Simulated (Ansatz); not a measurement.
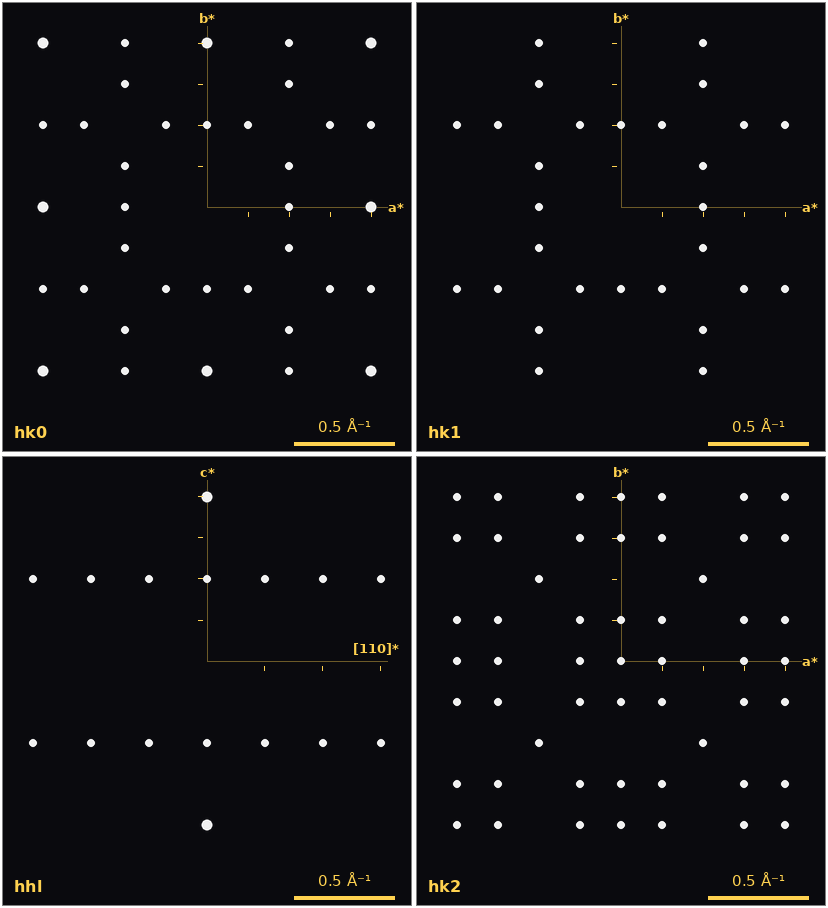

Simulated precession-type sections (neutrons; kinematic intensities, B = 0.5 Å²). The ticks mark integer indices of the conventional cell.

### Read the reciprocal cell and give the direct cell.

a* = 0.206, b* = 0.206, c* = 0.206 Å⁻¹; the cell is cubic with a = 4.86 Å.

### List the systematic absences.

Reflections are present only under these conditions. hkl: no condition; hk0: no condition; hhl: l = 2n; h00: h = 2n. The lattice is primitive (P). Further gaps, such as 0 4 1, 4 0 1, 1 4 0, come from atoms on special positions, not from the group's general conditions. A few very weak reflections are below the display threshold.

### Which space groups fit?

The intensities have Laue symmetry m-3m (the hk0 layer shows 4mm, hk1 shows 4mm). With these conditions the candidates are P-43n (No. 218), Pm-3n (No. 223). Diffraction geometry alone does not choose among them; the structure has Pm-3n. The compound is Ru. Structure: the input geometry of an electronic-structure calculation (not necessarily at equilibrium); the starting structure was generated, so it need not be a known form of this composition.
